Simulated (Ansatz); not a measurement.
Geometry relaxation, with input and output: B5N (part 2 of 2)

B5N (I4/mmm, 6 atoms in the cell); DFT PBE, scalar-relativistic, plane waves, PAW, no spin polarisation (Ansatz 0.2.0); cutoff 420 eV, 12×12×12 k-mesh, Gaussian smearing of 0.1 eV. The structure was made by a generator, so it may or may not be a known phase.

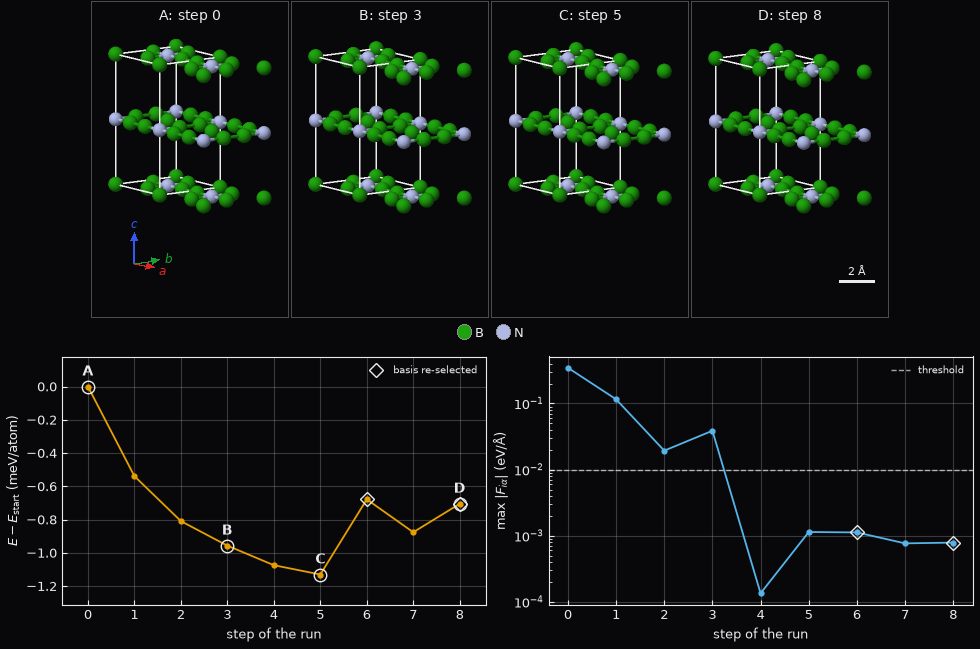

Figure 1. Frames of the relaxation (ball-and-stick view of the cell 2 times as large as that of the calculation, set on its symmetry axes, repeated 2 × 1 × 1, seen at an oblique angle) above the curves, on which the letters mark them (the first geometry is step 0 here and step 1 in the log).

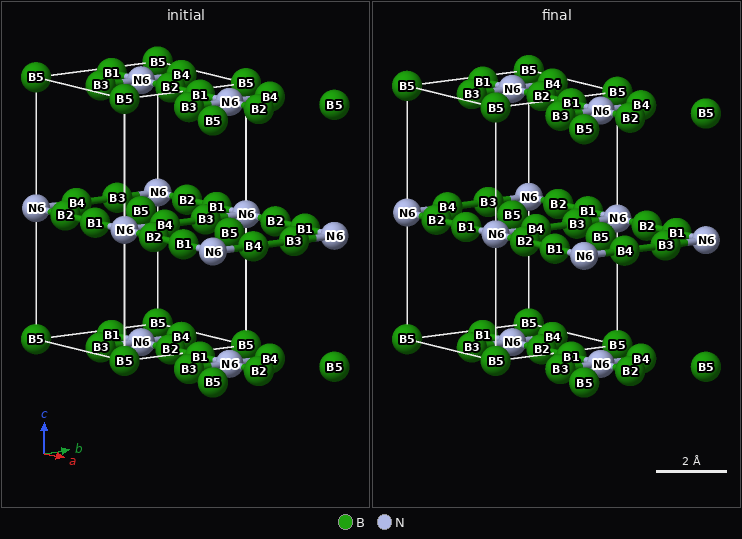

Figure 2. Before (left) and after (right) the relaxation, at one scale (ball-and-stick view of the cell 2 times as large as that of the calculation, set on its symmetry axes, repeated 2 × 1 × 1, seen at an oblique angle). No atom moves by more than 0.005 Å relative to the cell. The volume changes by −3.0 %, with a = b 4.344 → 4.351 Å (+0.2 %), c 7.694 → 7.441 Å (−3.3 %). Distances before and after: B1–B2 1.455 → 1.464 Å. The space group stays I4/mmm (No. 139). Over 6 geometry steps the energy falls by 0.9 meV per atom. Largest force component: 0.35 eV/Å at the start, 0.00079 eV/Å at the end. The pressure goes from 0.51 to −0.02 GPa. 1 further SCF at an unchanged geometry re-selected the plane-wave basis for the new cell. The energy change given includes the shifts at the re-selections in mid-walk, which come without any move. A last SCF at the same geometry on a re-selected plane-wave basis shifts the energy by +0.2 meV per atom. (Atoms are counted from 1 in the order of the input.)

```
basis re-selected at this cell: Δ(F+E_penalty+E_count) = +1.027e-3 eV, ΔP = -0.011 GPa vs the last step (what re-selecting the basis moved, of the pressure what is left beyond the Pulay correction that the steps carried, after the strain that the cell walked since its last selection, with what the two solves' SCF thresholds leave and, on support functions, any second-order correction that the steps lacked; it is no measure of the basis error at this ecutwfc). This SCF's stress stands 2.31e-2 GPa from its target on what of the cell is left free (relax.cell.stress_tol is 5.00e-2 GPa) and its largest allowed force component is 7.89e-4 eV/Å (relax.f_tol is 1.00e-2 eV/Å): within both
SCF converged after 4 iterations
Free energy (F): -1154.662543 eV
Harris-Foulkes:  -1154.662543 eV  (|F-HF|=3.62e-11)
Internal energy: -1154.655230 eV  (E = F + TS)
E sigma→0 (E₀):  -1154.658886 eV
Entropy (-TS):   -0.007314 eV (-1.219 meV/atom)
Fermi energy:    4.924674 eV
--- Per-component energies (eV) ---
  E_band       = -69.938318
  E_kinetic    = 362.138085
  E_local      = -714.162518  (includes V_loc(G=0)·N_el)
  E_nonlocal   = 107.960167
  E_hartree    = 231.887525
  E_xc         = -212.420969
  E_vxc        = -255.948389  (∫ρ·V_xc dr)
  E_paw        = -521.273022  (= ΣΔE_a)
  E_vpaw       = -33.700710  (= ΣTr[D̂ρ^β])
  E_aug_tail   = 0.000100  (compensation charges beyond the density's cutoff)
  E_ewald      = -408.784597
  E_smearing   = -0.007314  (= −TS)
  E_closure    = -0.000000  (closes the sum)
  Σ components = -1154.662543   (vs F -1154.662543, Δ=0.00e0)
--- Forces (eV/Å), atoms counted from 1 ---
  atom   1  B      0.00078895     0.00000000     0.00000000
  atom   2  B     -0.00078895     0.00000000    -0.00000000
  atom   3  B      0.00000000     0.00078895     0.00000000
  atom   4  B     -0.00000000    -0.00078895     0.00000000
  atom   5  B     -0.00000000     0.00000000     0.00000000
  atom   6  N     -0.00000000    -0.00000000     0.00000000
  max |Σ_I F_I| component: 2.06e-18 eV/Å
--- Stress (GPa, compression-positive) ---
       -0.015896      -0.000000       0.000000
       -0.000000      -0.015896      -0.000000
        0.000000       0.000000      -0.023070
  P = ⅓ Tr σ = -0.0183 GPa (-0.183 kbar)
--- Band table (eV; the first three rows and the last of 163) ---
  k-point 0: bands = ["-16.7274", "-7.6916", "-7.6916", "-5.9573", "-2.7038", "-2.7014", "1.5967", "1.5967", "3.3620", "3.6971", "4.4714", "4.7217", "7.3107", "7.3107", "8.5596", "9.0964"]
  k-point 1: bands = ["-16.7215", "-7.7828", "-7.7122", "-5.7604", "-2.7505", "-2.6724", "0.6953", "1.8149", "3.5491", "4.2829", "4.3753", "4.5979", "7.6610", "7.8119", "8.6369", "8.8869"]
  k-point 2: bands = ["-16.7055", "-7.9525", "-7.7686", "-5.2918", "-2.8607", "-2.5948", "-0.6321", "2.4300", "3.7363", "3.8496", "3.9385", "6.0817", "8.1492", "8.6375", "8.8820", "8.8998"]
  k-point 162: bands = ["-16.6980", "-7.7415", "-7.7415", "-5.6566", "-3.3971", "-2.9552", "1.5153", "1.5153", "3.2348", "3.5322", "3.8391", "6.0867", "8.6430", "8.6430", "9.0386", "10.5386"]
--- Relaxed structure (7 steps of the walk, 7 accepted, 2 SCFs on fresh bases) ---
  F+E_penalty+E_count = -1154.66254327 eV   max|allowed force component| = 7.889e-4 eV/Å   (the final SCF, on the basis selected at the relaxed cell)
  cell:  # Å, volume = 70.4325 Å³
    - [-2.1754544331456427, 2.1754544331456427, 3.720603238934221]
    - [2.1754544331456427, -2.1754544331456427, 3.720603238934221]
    - [2.1754544331456427, 2.1754544331456427, -3.720603238934221]
  atoms:
    - { symbol: B, position: [0.5, 0.16826362512845822, 0.6682636251284582] }
    - { symbol: B, position: [0.5000000000000001, 0.831736374871542, 0.33173637487154184] }
    - { symbol: B, position: [0.16826362512845822, 0.5, 0.6682636251284582] }
    - { symbol: B, position: [0.831736374871542, 0.5000000000000001, 0.33173637487154184] }
    - { symbol: B, position: [7.279738882768473e-21, 1.637998377472569e-20, 2.3659722657494162e-20] }
    - { symbol: N, position: [0.5000000000000001, 0.5000000000000001, 2.365972265749196e-20] }
```

**Trajectory as extended XYZ (Å, eV, eV/Å), 9 frames, from step=1 to step=9**
```
6
Lattice="-2.1719 2.1719 3.8470 2.1719 -2.1719 3.8470 2.1719 2.1719 -3.8470" Properties=species:S:1:pos:R:3:forces:R:3 step=1 energy=-1154.65831 pressure_GPa=0.51
B     0.7277    2.1719    0.0000    0.3468   0.0000   0.0000
B     1.4442    0.0000    3.8470   -0.3468   0.0000   0.0000
B     2.1719    0.7277    0.0000    0.0000   0.3468   0.0000
B     0.0000    1.4442    3.8470    0.0000  -0.3468   0.0000
B     0.0000    0.0000    0.0000    0.0000   0.0000   0.0000
N     0.0000    0.0000    3.8470    0.0000   0.0000   0.0000
6
Lattice="-2.1741 2.1741 3.8275 2.1741 -2.1741 3.8275 2.1741 2.1741 -3.8275" Properties=species:S:1:pos:R:3:forces:R:3 step=2 energy=-1154.66155 pressure_GPa=0.13
B     0.7305    2.1741    0.0000    0.1158   0.0000   0.0000
B     1.4436    0.0000    3.8275   -0.1158   0.0000   0.0000
B     2.1741    0.7305    0.0000    0.0000   0.1158   0.0000
B     0.0000    1.4436    3.8275    0.0000  -0.1158   0.0000
B     0.0000    0.0000    0.0000    0.0000   0.0000   0.0000
N     0.0000    0.0000    3.8275    0.0000   0.0000   0.0000
6
Lattice="-2.1753 2.1753 3.7978 2.1753 -2.1753 3.7978 2.1753 2.1753 -3.7978" Properties=species:S:1:pos:R:3:forces:R:3 step=3 energy=-1154.66317 pressure_GPa=-0.06
B     0.7322    2.1753    0.0000   -0.0194   0.0000   0.0000
B     1.4431    0.0000    3.7978    0.0194   0.0000   0.0000
B     2.1753    0.7322    0.0000    0.0000  -0.0194   0.0000
B     0.0000    1.4431    3.7978    0.0000   0.0194   0.0000
B     0.0000    0.0000    0.0000    0.0000   0.0000   0.0000
N     0.0000    0.0000    3.7978    0.0000   0.0000   0.0000
6
Lattice="-2.1755 2.1755 3.7761 2.1755 -2.1755 3.7761 2.1755 2.1755 -3.7761" Properties=species:S:1:pos:R:3:forces:R:3 step=4 energy=-1154.66405 pressure_GPa=-0.06
B     0.7324    2.1755    0.0000   -0.0387   0.0000   0.0000
B     1.4431    0.0000    3.7761    0.0387   0.0000   0.0000
B     2.1755    0.7324    0.0000    0.0000  -0.0387   0.0000
B     0.0000    1.4431    3.7761    0.0000   0.0387   0.0000
B     0.0000    0.0000    0.0000    0.0000   0.0000   0.0000
N     0.0000    0.0000    3.7761    0.0000   0.0000   0.0000
6
Lattice="-2.1755 2.1755 3.7586 2.1755 -2.1755 3.7586 2.1755 2.1755 -3.7586" Properties=species:S:1:pos:R:3:forces:R:3 step=5 energy=-1154.66476 pressure_GPa=-0.02
B     0.7321    2.1755    0.0000    0.0001   0.0000   0.0000
B     1.4434    0.0000    3.7586   -0.0001   0.0000   0.0000
B     2.1755    0.7321    0.0000    0.0000   0.0001   0.0000
B     0.0000    1.4434    3.7586    0.0000  -0.0001   0.0000
B     0.0000    0.0000    0.0000    0.0000   0.0000   0.0000
N     0.0000    0.0000    3.7586    0.0000   0.0000   0.0000
6
Lattice="-2.1755 2.1755 3.7488 2.1755 -2.1755 3.7488 2.1755 2.1755 -3.7488" Properties=species:S:1:pos:R:3:forces:R:3 step=6 energy=-1154.66510 pressure_GPa=-0.00
B     0.7321    2.1755    0.0000    0.0011   0.0000   0.0000
B     1.4434    0.0000    3.7488   -0.0011   0.0000   0.0000
B     2.1755    0.7321    0.0000    0.0000   0.0011   0.0000
B     0.0000    1.4434    3.7488    0.0000  -0.0011   0.0000
B     0.0000    0.0000    0.0000    0.0000   0.0000   0.0000
N     0.0000    0.0000    3.7488    0.0000   0.0000   0.0000
6
Lattice="-2.1755 2.1755 3.7488 2.1755 -2.1755 3.7488 2.1755 2.1755 -3.7488" Properties=species:S:1:pos:R:3:forces:R:3 step=7 energy=-1154.66238 pressure_GPa=-0.06
B     0.7321    2.1755    0.0000    0.0011   0.0000   0.0000
B     1.4434    0.0000    3.7488   -0.0011   0.0000   0.0000
B     2.1755    0.7321    0.0000    0.0000   0.0011   0.0000
B     0.0000    1.4434    3.7488    0.0000  -0.0011   0.0000
B     0.0000    0.0000    0.0000    0.0000   0.0000   0.0000
N     0.0000    0.0000    3.7488    0.0000   0.0000   0.0000
6
Lattice="-2.1755 2.1755 3.7206 2.1755 -2.1755 3.7206 2.1755 2.1755 -3.7206" Properties=species:S:1:pos:R:3:forces:R:3 step=8 energy=-1154.66357 pressure_GPa=-0.01
B     0.7321    2.1755    0.0000    0.0008   0.0000   0.0000
B     1.4434    0.0000    3.7206   -0.0008   0.0000   0.0000
B     2.1755    0.7321    0.0000    0.0000   0.0008   0.0000
B     0.0000    1.4434    3.7206    0.0000  -0.0008   0.0000
B     0.0000    0.0000    0.0000    0.0000   0.0000   0.0000
N     0.0000    0.0000    3.7206    0.0000   0.0000   0.0000
6
Lattice="-2.1755 2.1755 3.7206 2.1755 -2.1755 3.7206 2.1755 2.1755 -3.7206" Properties=species:S:1:pos:R:3:forces:R:3 step=9 energy=-1154.66254 pressure_GPa=-0.02
B     0.7321    2.1755    0.0000    0.0008   0.0000   0.0000
B     1.4434    0.0000    3.7206   -0.0008   0.0000   0.0000
B     2.1755    0.7321    0.0000    0.0000   0.0008   0.0000
B     0.0000    1.4434    3.7206    0.0000  -0.0008   0.0000
B     0.0000    0.0000    0.0000    0.0000   0.0000   0.0000
N     0.0000    0.0000    3.7206    0.0000   0.0000   0.0000
```

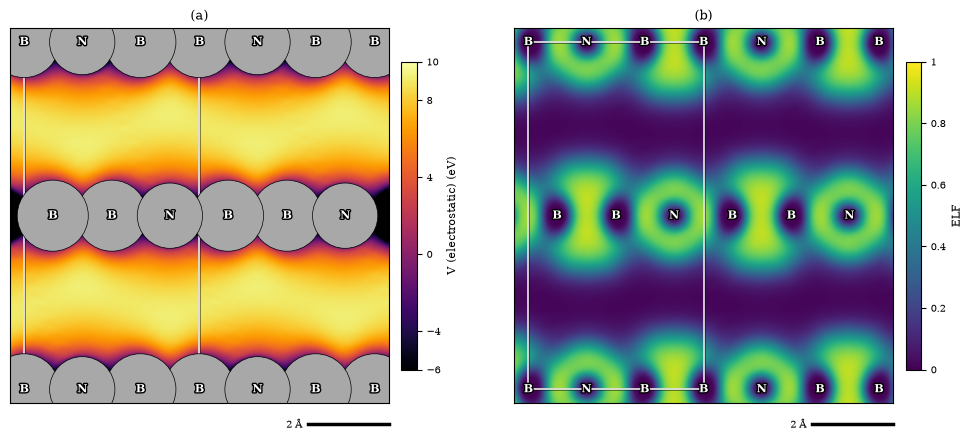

Figure 3. (a) electrostatic potential energy of an electron; (b) ELF on the (011̄) plane of the conventional cell. Grey discs, where drawn, cover atomic cores. The section cuts through B and N sites. Outside the cores the potential energy rises away from the atoms and is highest about 1.9 Å from the nearest atoms; outside the discs it spans about 14 eV, and its zero is arbitrary. Core electrons are frozen (PAW), so the fields are smoothed inside the atomic spheres.

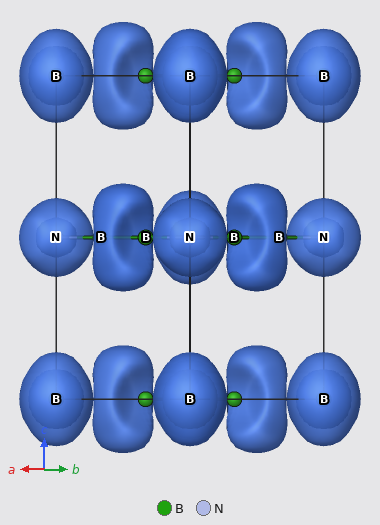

Figure 4. Isosurface of the ELF at 0.7 (blue), seen along [110]. Only the valence region is drawn (cores and ρ < 0.01 e/Å³ removed). Sticks mark near contacts. The outline is the cell set on symmetry axes. Profiles from the grid: B–N (1.44 Å): the ELF peaks at about 0.85 between the atoms (a shared but strongly polarised pair). B–B (1.46 Å): the ELF peaks at about 0.90 between the atoms (localised, shared-pair bonding).

This output came from the following input.

**Input**
```yaml
crystal:
  lattice:
    - [-2.1718815033, 2.1718815033, 3.8470447721]
    - [2.1718815033, -2.1718815033, 3.8470447721]
    - [2.1718815033, 2.1718815033, -3.8470447721]
  atoms:
    - { symbol: B, position: [0.5, 0.1675179951, 0.6675179951] }
    - { symbol: B, position: [0.5, 0.8324820049, 0.3324820049] }
    - { symbol: B, position: [0.1675179951, 0.5, 0.6675179951] }
    - { symbol: B, position: [0.8324820049, 0.5, 0.3324820049] }
    - { symbol: B, position: [0.0, 0.0, 0.0] }
    - { symbol: "N", position: [0.5, 0.5, 0.0] }
basis:
  ecutwfc: 420
kpoints:
  mp_grid: { grid: [12, 12, 12] }
hamiltonian:
  xc: pbe
scf:
  occupations: { method: gaussian, width: 0.1 }
output:
  forces: true
  stress: true
  eigenvalues: true
  write_density: true
  write_potential: true
  elf: true
  volumetric_format: npy
relax:
  adjacent_minimum: "off"
  f_tol: 0.01
  max_steps: 80
  cell: { stress_tol: 0.05 }
```

Launched with:
```bash
ansatz run input.yaml --threads 1 --pin off --max-ram 2560MiB --backend cpu --events-out ev --progress --plain --runs-dir out
```

**Summary**

```json
{"quantity": "outcome", "value": "converged"}
{"quantity": "space group (tolerance 0.01 Å)", "value": "I4/mmm (139)"}
{"quantity": "electrons treated", "value": "20"}
{"quantity": "free energy", "value": "−1154.6625 eV"}
{"quantity": "Fermi energy", "value": "4.925 eV"}
{"quantity": "gap on the k-point mesh", "value": "none (metallic)"}
{"quantity": "pressure", "value": "−0.02 GPa"}
{"quantity": "final volume", "value": "70.43 Å³"}
{"quantity": "largest force (length of the vector) at the end", "value": "0.001 eV/Å"}
{"quantity": "final cell", "value": "a = 4.828 Å, b = 4.828 Å, c = 4.828 Å, α = 126.43°, β = 126.43°, γ = 79.17°"}
{"quantity": "hardware", "value": "1 thread of Arm Neoverse V1, 24 GiB of memory available, shared host"}
{"quantity": "wall time", "value": "2.3 min"}
{"quantity": "peak memory", "value": "0.47 GiB"}
```
